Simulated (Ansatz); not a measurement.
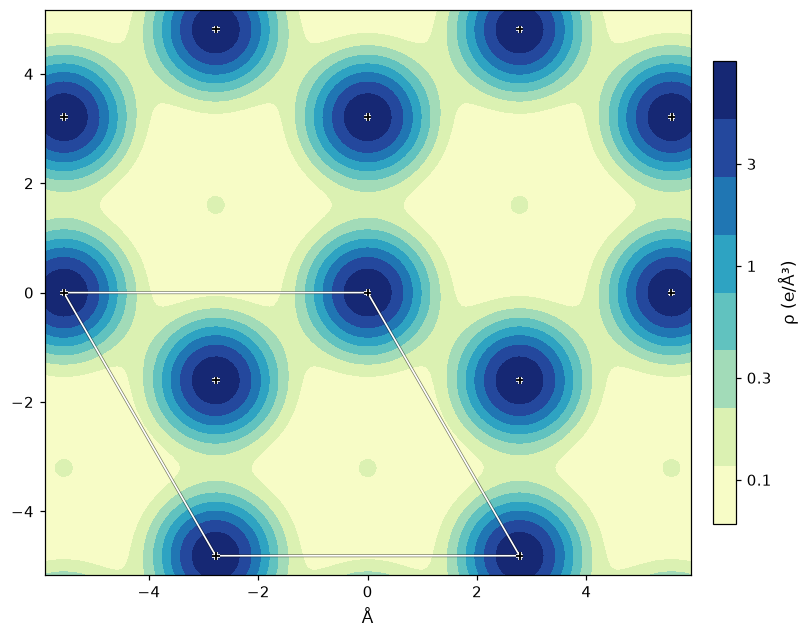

The valence charge density (pseudo) on a plane through atoms (crosses mark nuclei in the plane).

The calculation used DFT, PBE, plane waves (420 eV) with PAW, scalar-relativistic in Ansatz 0.2.0.

Candidates:
A. Rh, a = 2.64 Å, b = 2.64 Å, c = 8.60 Å, α = 90.00°, β = 90.00°, γ = 120.00°. Space group P6₃/mmc; set up as Rh, dhcp; a generated structure, not necessarily the stable one; changed on purpose from its base cell (volume × 0.92); computed pressure about 26 GPa in this cell; computed without spin polarisation.
B. Co, a = 3.80 Å, b = 3.80 Å, c = 2.34 Å, α = 90.00°, β = 90.00°, γ = 120.00°. Space group P6/mmm; set up as Co, omega (AlB2-type); a generated structure, not necessarily the stable one; changed on purpose from its base cell (volume × 0.88); computed pressure about 35 GPa in this cell; spin-polarised.
C. Tl, a = 5.56 Å, b = 5.56 Å, c = 3.41 Å, α = 90.00°, β = 90.00°, γ = 120.00°. Space group P6/mmm; set up as Tl, omega (AlB2-type); a generated structure, not necessarily the stable one; changed on purpose from its base cell (volume × 0.96); computed without spin polarisation.

Which system is this?

Candidate C: Tl on the (001) plane of the conventional cell, which holds Tl. Tl–Tl (3.21 Å): ρ is about 0.17 e/Å³ halfway.
